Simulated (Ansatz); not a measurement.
The cell below is BaTiO3 in space group Pm-3m. Source of the atomic positions: the end point of a relaxation with Ansatz, DFT, PBE, plane waves, PAW.

```xyz
5
Lattice="4.0193 0.0000 0.0000 0.0000 4.0193 0.0000 0.0000 0.0000 4.0193" Properties=species:S:1:pos:R:3 pbc="T T T"
Ba    2.0096    2.0096    2.0096
Ti    0.0000    0.0000    0.0000
O     2.0096    0.0000    0.0000
O     0.0000    2.0096    0.0000
O     0.0000    0.0000    2.0096
```

The atoms' radii are Shannon crystal radii (six-coordinate where tabulated): Ba 1.49 Å, Ti 0.74 Å, O 1.26 Å.

Q: Find the largest hole by geometry, and further ones that a grid search gives (radius above 0.15 Å; smaller ones may be missed, and maxima closer than 0.25 Å are merged).

A:
```csv
hole,site,"x, y, z",radius (Å),nearest atoms,shape
V1,12i,"0.000, 0.445, 0.445",0.54,2 O + 2 Ba (then 2 O),4-coordinate
V2,8g,"0.224, 0.776, 0.776",0.43,3 O + 1 Ba (then 1 Ti),tetrahedral
```

Nearest atoms are those whose sphere lies within 0.15 Å of the hole's sphere; in brackets, those within 0.5 Å. The largest sphere that fits anywhere has a diameter of 1.09 Å; the largest that can travel through the crystal, about 0.6 Å.

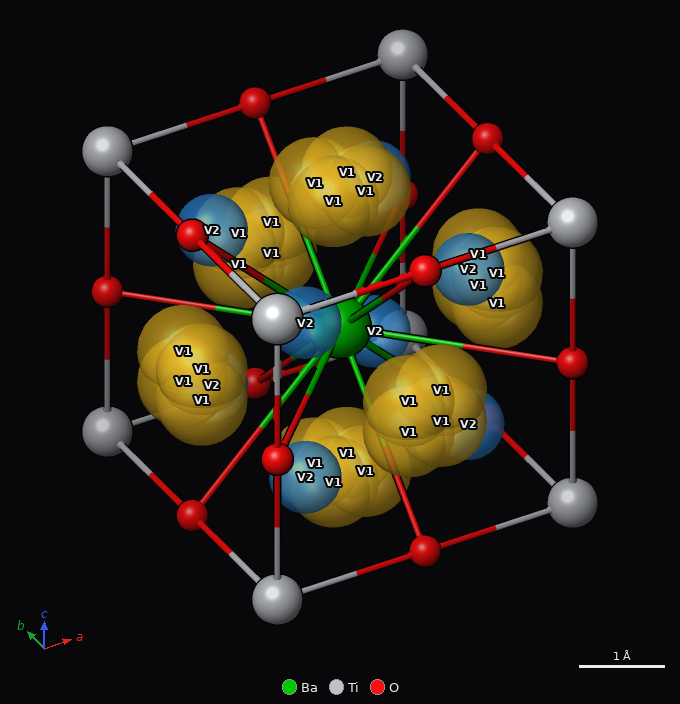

Translucent spheres (V1, V2) fill the 2 holes listed first by a grid search for holes with a radius above 0.15 Å (the largest is sure; smaller ones may be missed, and maxima closer than 0.25 Å are merged) at their true size; atoms are drawn smaller than their model radii. View from a free direction.
